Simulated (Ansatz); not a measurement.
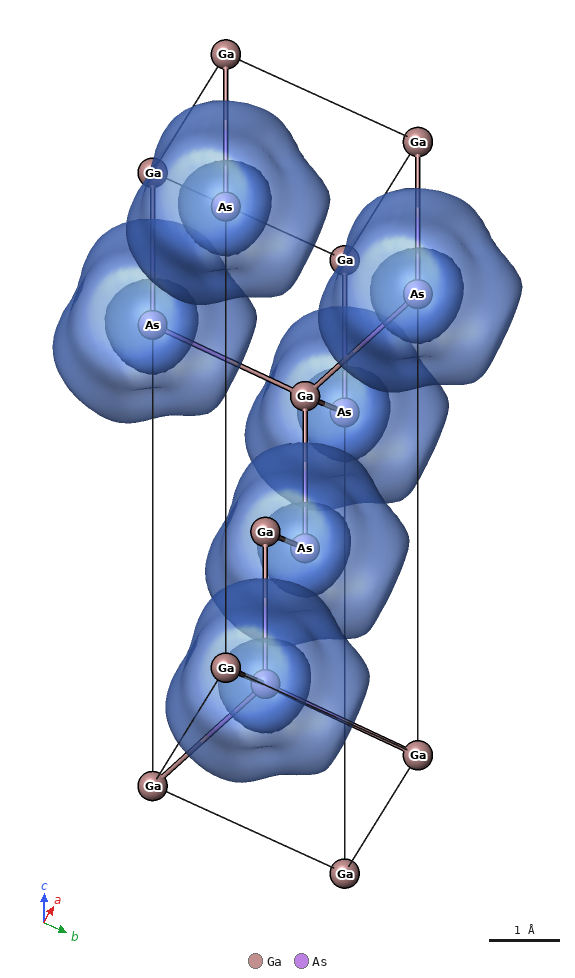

The picture shows: GaAs. Isosurface of the electron localisation function at 0.55 (blue), seen at an oblique angle. Core shells and regions of very low density are left out. Sticks mark near contacts.

Space group R3m; started from the zincblende prototype, which need not be the ambient phase; changed on purpose from its base cell (epitaxial 111 strain -1.5%); computed pressure about 3 GPa in this cell.

The calculation used DFT, HSE06, plane waves, PAW (Ansatz).

Describe the localisation domains.

The ELF exceeds this value in three regions on As in which the atom's valence shell and bonds are merged, counted in one cell of 6 atoms. Regions shared between cells count once. Profiles from the grid: Ga–As (2.43 Å): the ELF peaks at about 0.80 between the atoms, as expected for localised, covalent bonding.

Metal or insulator at this level of theory?

It is gapped, with a Kohn–Sham gap of 1.5 eV on the k-point mesh (the band edges may lie off the mesh, which would make the gap smaller).
